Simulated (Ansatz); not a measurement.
**Zr₅S₁₂: single-point calculation**

Zr₅S₁₂ (slab, 17 atoms in the cell), computed with DFT PBEsol, scalar-relativistic, plane waves, PAW, no spin polarisation (Ansatz 0.2.0).

The structure derives from an entry of the Crystallography Open Database. It belongs to a series of runs on one base structure; here: smearing: ['gaussian', 1.5]. Figures and captions count atoms from 1; the log counts them from 0 in places.

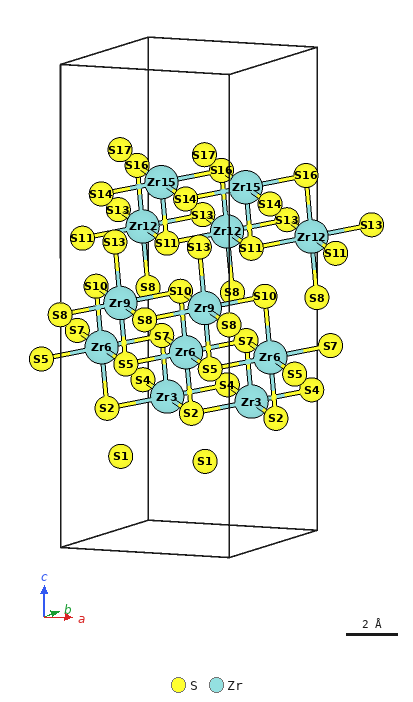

The input geometry (ball-and-stick view of the 2 × 1 repeat of the cell, with the vacuum cut short, seen slightly off an axis; bonded neighbours outside the cell are drawn too; atoms are numbered from 1 in the order of the input). An atom can appear more than once, as a periodic image.

Input
```yaml
crystal:
  lattice:
    - [3.6273865728, 0.0, 0.0]
    - [0.0, 8.6056646465, 0.0]
    - [0.0, 0.0, 27.1897815996]
  atoms:
    - { symbol: S, position: [0.5, 0.2042207632, 0.2758389203] }
    - { symbol: S, position: [0.0, 0.5292713259, 0.3293949887] }
    - { symbol: Zr, position: [0.5, 0.7334920891, 0.3420935636] }
    - { symbol: S, position: [0.0, 0.9377128522, 0.3547921385] }
    - { symbol: S, position: [0.5, 0.2627634149, 0.4083482069] }
    - { symbol: Zr, position: [0.0, 0.4669841781, 0.4210467818] }
    - { symbol: S, position: [0.5, 0.6712049413, 0.4337453567] }
    - { symbol: S, position: [0.0, 0.996255504, 0.4873014251] }
    - { symbol: Zr, position: [0.5, 0.2004762672, 0.5] }
    - { symbol: S, position: [0.0, 0.4046970304, 0.5126985749] }
    - { symbol: S, position: [0.5, 0.729747593, 0.5662546433] }
    - { symbol: Zr, position: [0.0, 0.9339683562, 0.5789532182] }
    - { symbol: S, position: [0.5, 0.1381891194, 0.5916517931] }
    - { symbol: S, position: [0.0, 0.4632396821, 0.6452078615] }
    - { symbol: Zr, position: [0.5, 0.6674604453, 0.6579064364] }
    - { symbol: S, position: [0.0, 0.8716812085, 0.6706050113] }
    - { symbol: S, position: [0.5, 0.1967317711, 0.7241610797] }
basis:
  ecutwfc: 420
kpoints:
  mp_grid: { grid: [7, 3, 1] }
hamiltonian:
  xc: pbesol
scf:
  occupations: { method: gaussian, width: 1.5 }
output:
  forces: true
  stress: true
  eigenvalues: true
efield:
  axis: 3
  dipole_correction: true
  ramp_width: 0.04
```

Launch command:
```bash
ansatz run input.yaml --threads 2 --pin off --max-ram 5120MiB --backend cpu --events-out ev --progress --plain --runs-dir out
```

Output
```
band count auto-derived: 119 (N_el = 132.0; filled up to band 66; 83 by the electrons, moments and atoms)
Engine: ansatz 0.2.0, aarch64-unknown-linux-gnu
Pseudopotentials: kind: paw
Pseudopotential: S, paw, valence charge 6, recommended cutoff 420 eV (normal), S.paw.azcp
Pseudopotential: Zr, paw, valence charge 12, recommended cutoff 420 eV (normal), Zr.paw.azcp
Functional definition: PBEsol
  exchange = pbesol_x
  correlation = pbesol_c
Crystal: 17 atoms, lattice volume = 848.758 Å³
Basis set: ecut = 420 eV, 16515 PW (Γ), exchange–correlation on 50×120×384 points (8 copies of the dense FFT grid, shifted against one another)
Bands: 119, of which v1, the nominal top of the filled ones, is band 66 counted from 1 (65 counted from 0)
Symmetry: 2 space group operations
k-points: 8 of 21 (time reversal used)
Non-local potential: S, projectors of the file, l = 0: 2, l = 1: 2, l = 2: 2
Non-local potential: Zr, projectors of the file, l = 0: 3, l = 1: 2, l = 2: 2, l = 3: 2
PAW form: soft (Blöchl's): semilocal exchange-correlation on the pseudo side does not see the compensation charge
PAW frozen core: S, regenerated for the run's functional, and the local potential with it (the file was generated under x = pbe(κ = 0.804, μ = 0.2195149727645171), c = pbe(β = 0.06672455060314922))
PAW frozen core: Zr, regenerated for the run's functional, and the local potential with it (the file was generated under x = pbe(κ = 0.804, μ = 0.2195149727645171), c = pbe(β = 0.06672455060314922))
PAW one-centre angular grid: S, 110 points (default); XC on 64 Gauss nodes
PAW one-centre angular grid: Zr, 590 points (default); XC on 64 Gauss nodes
Initial density: superposition of atomic densities (neutral atoms: chi_scale 0, normalization atom), corrected by the library's trained network
Initial wavefunctions: pseudopotential atomic-orbital guess
Functional: x = pbesol(κ = 0.804, μ = 0.12345679012345678), c = pbesol(β = 0.046)
SCF iter   1: F=—  HF=-31282.450211 eV  |F-HF|=—  |Δ(HF+E_count)|=         —  Δρ=1.25e-2  dr2=7.96e0  ethr=1.77e-3  p=0.000 e·Å  D=1.36e-11 V/Å  ΔV_dip=-0.00 eV  dr2_dipole=4.30e-11  V_vac-E_F(+/−)=5.79/5.79 eV  ⟨swp⟩=15.8  Hψ=5618  notcnv=0
efield: sawtooth ramp at fractional position 0.9800 (placed from the atoms, in the widest stretch of the axis that holds none; the zero of the levels goes with the place), width 0.0400; the density the first Hamiltonian is built on has a dipole p = 0.000 e·Å; the dipole correction subtracts the counter field D = 1.36e-11 V/Å, which shifts the + side's vacuum level by -0.00 eV against the − side's; the planar-averaged density in the ramp window peaks in size at 2.4e-5 e/Å³
preconditioner: auto → LDOS  [metal: Δε(μ)=0.203 eV  Ē_g=10.046 eV  σ=1.500 eV  W_gap=0.08  n_scr=110 (ndim 8)  ℏωp=12.2 eV  f_vac=0.488  D(μ)=10.37/eV (n_scr^D=40)  β→1.0]
SCF iter   2: F=—  HF=-31281.915171 eV  |F-HF|=—  |Δ(HF+E_count)|=   5.35e-1  Δρ=4.48e-3  dr2=4.08e-1  ethr=1.77e-3  p=-0.000 e·Å  D=-5.30e-6 V/Å  ΔV_dip=0.00 eV  dr2_dipole=1.20e-7  V_vac-E_F(+/−)=5.69/5.69 eV  ⟨swp⟩=2.4  Hψ=1474  notcnv=0
SCF iter   3: F=—  HF=-31281.883322 eV  |F-HF|=—  |Δ(HF+E_count)|=   3.18e-2  Δρ=2.16e-3  dr2=1.18e-1  ethr=3.09e-4  p=-0.000 e·Å  D=-1.51e-6 V/Å  ΔV_dip=0.00 eV  dr2_dipole=8.91e-8  V_vac-E_F(+/−)=5.64/5.64 eV  ⟨swp⟩=2.0  Hψ=1157  notcnv=0
SCF iter   4: F=—  HF=-31281.862643 eV  |F-HF|=—  |Δ(HF+E_count)|=   2.07e-2  Δρ=2.91e-4  dr2=2.05e-3  ethr=8.96e-5  p=-0.000 e·Å  D=-2.48e-6 V/Å  ΔV_dip=0.00 eV  dr2_dipole=1.96e-9  V_vac-E_F(+/−)=5.65/5.65 eV  ⟨swp⟩=2.0  Hψ=1097  notcnv=0
SCF iter   5: F=—  HF=-31281.862307 eV  |F-HF|=—  |Δ(HF+E_count)|=   3.36e-4  Δρ=6.87e-5  dr2=9.72e-5  ethr=1.55e-6  p=-0.000 e·Å  D=-1.12e-6 V/Å  ΔV_dip=0.00 eV  dr2_dipole=2.08e-9  V_vac-E_F(+/−)=5.64/5.64 eV  ⟨swp⟩=2.0  Hψ=1252  notcnv=0
SCF iter   6: F=—  HF=-31281.862141 eV  |F-HF|=—  |Δ(HF+E_count)|=   1.66e-4  Δρ=1.83e-5  dr2=4.29e-6  ethr=7.36e-8  p=-0.000 e·Å  D=-5.25e-7 V/Å  ΔV_dip=0.00 eV  dr2_dipole=5.01e-10  V_vac-E_F(+/−)=5.64/5.64 eV  ⟨swp⟩=2.2  Hψ=1376  notcnv=0
SCF iter   7: F=—  HF=-31281.862144 eV  |F-HF|=—  |Δ(HF+E_count)|=   3.48e-6  Δρ=5.20e-6  dr2=4.75e-7  ethr=3.25e-9  p=-0.000 e·Å  D=-1.30e-7 V/Å  ΔV_dip=0.00 eV  dr2_dipole=3.53e-11  V_vac-E_F(+/−)=5.64/5.64 eV  ⟨swp⟩=2.0  Hψ=1484  notcnv=0
SCF iter   8: F=-31281.862144 eV  HF=-31281.862144 eV  |F-HF|=8.18e-8  |Δ(HF+E_count)|=   3.26e-7  Δρ=1.81e-6  dr2=4.37e-8  ethr=7.58e-11  p=-0.000 e·Å  D=-7.27e-8 V/Å  ΔV_dip=0.00 eV  dr2_dipole=1.30e-12  V_vac-E_F(+/−)=5.64/5.64 eV  ⟨swp⟩=24.1  Hψ=5757  notcnv=0
SCF 1 converged in 8 iterations: F = -31281.862144 eV  dr2 = 4.37e-8
  greatest PAW one-centre occupation: 0.996 electrons in one spin orbital (limit 2), on the Zr atom at site 2 (counted from 0), in its partial waves of l = 0
```

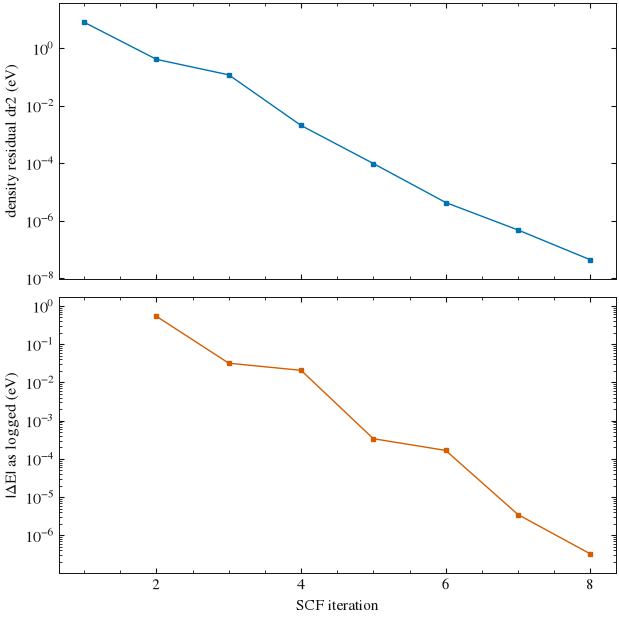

Convergence of the self-consistent field: density residual dr2 and size of the energy change against the SCF iteration. The residual falls at every step.

```
SCF converged after 8 iterations
Free energy (F): -31281.862144 eV
Harris-Foulkes:  -31281.862144 eV  (|F-HF|=8.18e-8)
Internal energy: -31271.493285 eV  (E = F + TS)
E sigma→0 (E₀):  -31276.677715 eV
Entropy (-TS):   -10.368859 eV (-609.933 meV/atom)
Fermi energy:    0.151937 eV
Dipole field:    D = 0.000001 V/Å  (p = 0.000003 e·Å, saw-weighted, corrected)
Work function:   Φ+ = 5.6390 eV   Φ− = 5.6390 eV
Levels:          The Fermi level and band energies are counted from a zero that moves with the ramp; work functions are not
--- Per-component energies (eV) ---
  E_band       = -1739.061563
  E_kinetic    = 2929.843073
  E_local      = -78494.901318  (includes V_loc(G=0)·N_el)
  E_nonlocal   = 746.238823
  E_hartree    = 37764.015350
  E_xc         = -1944.088257
  E_vxc        = -1984.129286  (∫ρ·V_xc dr)
  E_paw        = -21507.635203  (= ΣΔE_a)
  E_vpaw       = -464.143478  (= ΣTr[D̂ρ^β])
  E_aug_tail   = 0.000132  (compensation charges beyond the density's cutoff)
  E_efield     = 0.000000  (sawtooth field / dipole correction)
  E_vefield    = 0.000000  (∫n·V_field dr)
  E_ewald      = 29233.462121
  E_core_change = 1.571994  (= ΣΔE_core)
  E_smearing   = -10.368859  (= −TS)
  E_closure    = -0.000000  (closes the sum)
  Σ components = -31281.862144   (vs F -31281.862144, Δ=0.00e0)
--- Forces (eV/Å), atoms counted from 1 ---
  atom   1  S      0.00000000    -0.07072107     0.24082379
  atom   2  S      0.00000000     0.00794946    -0.56002909
  atom   3  Zr     0.00000000     0.54352205     1.45232839
  atom   4  S      0.00000000    -0.60333143    -0.54211483
  atom   5  S      0.00000000    -0.13206602    -0.22940409
  atom   6  Zr     0.00000000    -0.19469885     0.08452958
  atom   7  S      0.00000000     0.37948445    -0.47744116
  atom   8  S      0.00000000    -0.20114061    -0.13575823
  atom   9  Zr     0.00000000     0.00000121    -0.00000377
  atom  10  S      0.00000000     0.20114126     0.13575477
  atom  11  S      0.00000000    -0.37948811     0.47744240
  atom  12  Zr     0.00000000     0.19469797    -0.08452520
  atom  13  S      0.00000000     0.13206789     0.22940969
  atom  14  S      0.00000000     0.60332958     0.54211268
  atom  15  Zr     0.00000000    -0.54352302    -1.45233158
  atom  16  S      0.00000000    -0.00794618     0.56002703
  atom  17  S      0.00000000     0.07072075    -0.24082386
  max |Σ_I F_I| component: 3.51e-6 eV/Å
--- Stress (GPa, compression-positive) ---
       -1.068396       0.000000       0.000000
        0.000000      -0.739266       0.217338
        0.000000       0.217338      -0.629736
  P = ⅓ Tr σ = -0.8125 GPa (-8.125 kbar)
--- Band table (eV; the first three rows and the last of 8) ---
  k-point 0: bands = ["-49.0480", "-49.0480", "-48.7934", "-48.7897", "-48.7717", "-27.2348", "-27.2327", "-27.1069", "-27.1027", "-27.0213", "-26.9986", "-26.9986", "-26.9202", "-26.9149", "-26.8957", "-26.8621", "-26.8319", "-26.8148", "-26.8128", "-26.7835", "-13.0450", "-12.7133", "-12.3396", "-12.1659", "-12.1263", "-11.9609", "-11.8697", "-11.7592", "-11.4448", "-11.4019", "-10.7958", "-10.7950", "-4.6501", "-4.6048", "-4.1629", "-4.0756", "-3.9814", "-3.6248", "-3.4917", "-3.2544", "-3.2369", "-3.0626", "-2.9434", "-2.8266", "-2.7956", "-2.7585", "-2.7530", "-2.6409", "-2.5308", "-2.3049", "-1.9798", "-1.8445", "-1.5441", "-1.4625", "-1.4021", "-1.3871", "-1.2236", "-1.1971", "-1.0535", "-0.8718", "-0.7134", "-0.5849", "-0.5008", "-0.4232", "-0.1351", "-0.0579", "0.6096", "0.6101", "0.8498", "0.9829", "1.1478", "1.3156", "1.3221", "1.5122", "1.8842", "2.1553", "2.3892", "2.4033", "2.6849", "2.8426", "2.9652", "3.0985", "3.1371", "3.2805", "3.4319", "4.4506", "4.6388", "4.6749", "4.7200", "4.8994", "5.0427", "5.1714", "5.2228", "5.4834", "5.6827", "5.6924", "5.8993", "6.2279", "6.2390", "6.3712", "6.4348", "6.6431", "6.8831", "7.0023", "7.1375", "7.1935", "7.3562", "7.5504", "7.6561", "7.7165", "7.8359", "8.0450", "8.1845", "8.2777", "8.3019", "8.4641", "8.6243", "8.7776", "8.9492"]
  k-point 1: bands = ["-49.0480", "-49.0480", "-48.7934", "-48.7897", "-48.7717", "-27.2347", "-27.2327", "-27.1069", "-27.1026", "-27.0213", "-26.9986", "-26.9986", "-26.9203", "-26.9150", "-26.8955", "-26.8622", "-26.8318", "-26.8148", "-26.8128", "-26.7835", "-12.9466", "-12.7285", "-12.4226", "-12.2227", "-12.1997", "-11.9818", "-11.8377", "-11.7078", "-11.4158", "-11.3967", "-10.7713", "-10.7698", "-4.7407", "-4.4147", "-4.2630", "-3.9358", "-3.8186", "-3.6726", "-3.5251", "-3.4489", "-3.3113", "-3.1434", "-3.0307", "-2.9345", "-2.8959", "-2.8180", "-2.7781", "-2.7522", "-2.5324", "-2.1686", "-1.8805", "-1.6383", "-1.5678", "-1.4399", "-1.3901", "-1.3003", "-1.0908", "-1.0561", "-0.9999", "-0.7594", "-0.6842", "-0.5834", "-0.4511", "-0.3926", "-0.2342", "-0.2279", "0.5895", "0.5904", "0.7239", "0.9231", "1.1766", "1.2954", "1.3456", "1.5023", "1.8878", "2.2091", "2.3265", "2.3855", "2.7091", "2.8115", "2.8413", "3.0438", "3.1195", "3.3184", "3.4924", "4.4853", "4.7578", "4.7815", "4.9322", "5.0371", "5.0959", "5.2286", "5.2390", "5.3452", "5.6207", "5.6698", "5.8541", "6.1184", "6.1760", "6.2554", "6.4522", "6.5681", "6.7683", "6.8876", "6.9022", "7.0887", "7.1129", "7.1630", "7.5495", "7.6761", "7.7565", "8.0238", "8.1856", "8.3776", "8.5667", "8.6382", "8.8201", "8.9468", "9.0450"]
  k-point 2: bands = ["-49.0459", "-49.0459", "-48.7907", "-48.7875", "-48.7702", "-27.2291", "-27.2281", "-27.0973", "-27.0942", "-27.0462", "-27.0420", "-27.0069", "-26.9267", "-26.9061", "-26.8896", "-26.8656", "-26.8616", "-26.8565", "-26.8192", "-26.8093", "-12.8845", "-12.5714", "-12.2239", "-12.0832", "-12.0444", "-11.9806", "-11.8826", "-11.7927", "-11.4456", "-11.4104", "-10.7402", "-10.7397", "-4.4399", "-4.4179", "-4.0819", "-3.9464", "-3.9039", "-3.6866", "-3.5896", "-3.4873", "-3.2506", "-3.2071", "-2.9859", "-2.9765", "-2.9203", "-2.8154", "-2.6616", "-2.4423", "-2.3481", "-2.2855", "-2.1797", "-2.0027", "-1.8580", "-1.7999", "-1.6574", "-1.5792", "-1.4421", "-1.4073", "-1.2652", "-1.0936", "-1.0448", "-0.8229", "-0.5177", "-0.3787", "-0.2320", "-0.2232", "0.1636", "0.1647", "1.4408", "1.4797", "1.5199", "1.6333", "1.7395", "1.8379", "1.8407", "2.0305", "2.2416", "2.4678", "2.5149", "2.7083", "2.8276", "3.0372", "3.1849", "3.3865", "3.4255", "4.3797", "4.3813", "4.5371", "4.6081", "4.7714", "4.8426", "4.9733", "5.3791", "5.4639", "5.7370", "6.0618", "6.3352", "6.6693", "6.8144", "6.8752", "6.9608", "7.0451", "7.3113", "7.4366", "7.6494", "7.6672", "7.7857", "7.9004", "7.9515", "8.0633", "8.1435", "8.4604", "8.4969", "8.5415", "8.6796", "8.7838", "8.9175", "8.9476", "8.9924"]
  k-point 7: bands = ["-49.0372", "-49.0372", "-48.7789", "-48.7787", "-48.7642", "-27.2149", "-27.2145", "-27.2059", "-27.2055", "-27.0672", "-27.0618", "-27.0440", "-27.0292", "-27.0004", "-26.9153", "-26.8724", "-26.8651", "-26.8593", "-26.8514", "-26.8454", "-12.1744", "-12.1258", "-12.0869", "-12.0325", "-11.9143", "-11.8132", "-11.6937", "-11.6744", "-11.2592", "-11.2510", "-10.5118", "-10.5107", "-4.6743", "-4.6294", "-4.3533", "-4.2984", "-4.0179", "-3.8684", "-3.6991", "-3.5766", "-3.3531", "-3.1599", "-3.0687", "-3.0240", "-2.8780", "-2.8053", "-2.7609", "-2.6376", "-2.5353", "-2.5088", "-2.4100", "-2.2769", "-2.2656", "-2.0608", "-2.0005", "-1.9838", "-1.8602", "-1.7704", "-1.6680", "-1.4674", "-1.4417", "-1.3160", "-0.8430", "-0.8184", "-0.3642", "-0.3509", "-0.2647", "-0.2147", "0.8686", "0.9636", "1.2569", "1.4493", "1.7844", "2.1897", "2.5169", "2.6949", "2.8144", "3.0639", "3.1286", "3.1798", "3.3304", "3.3506", "3.3551", "3.5057", "3.6772", "4.6889", "4.9016", "5.0602", "5.4174", "5.5553", "5.5886", "5.6460", "5.8351", "5.9314", "6.1810", "6.4225", "6.6677", "6.8820", "7.0500", "7.1795", "7.3297", "7.5767", "7.6069", "7.7638", "7.7985", "7.9170", "8.0841", "8.2096", "8.3397", "8.4061", "8.4679", "8.5289", "8.7417", "8.8301", "8.9149", "8.9746", "8.9936", "9.0757", "9.1984"]
```

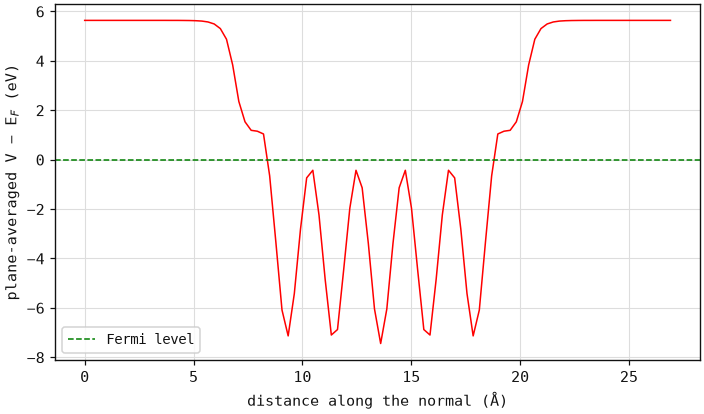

Plane average of the electrostatic potential energy of an electron across the cell, from the Fermi level. The vacuum level lies 5.64 eV above the Fermi level.

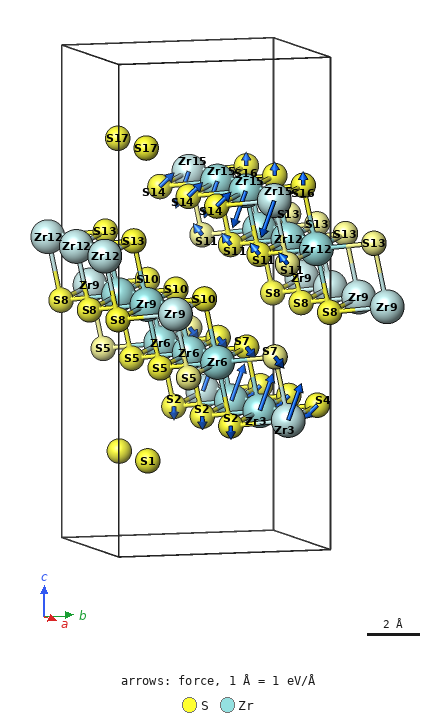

Forces on the atoms as blue arrows (ball-and-stick view of the 2 × 1 repeat of the cell, with the vacuum cut short, seen slightly off an axis; neighbours outside the cell are drawn fainter; atoms are numbered from 1 in the order of the input). The largest act on Zr3, Zr15 (1.55 eV/Å); S4, S14 (0.81 eV/Å); S7, S11 (0.61 eV/Å); S2, S16 (0.56 eV/Å). The geometry is not a stationary point of this energy.

Summary

```csv
quantity,value
outcome,converged
electrons treated,132
free energy,−31281.8621 eV
"work function, top face",5.64 eV
"work function, bottom face",5.64 eV
Fermi energy,0.152 eV
gap on the k-point mesh,none (metallic)
work function (upper face),5.64 eV
largest force (length of the vector),1.551 eV/Å
hardware,"2 threads of Arm Neoverse V2, 24 GiB of memory available, shared host"
wall time,50 s (CPU time 96 s)
peak memory,1.6 GiB
```
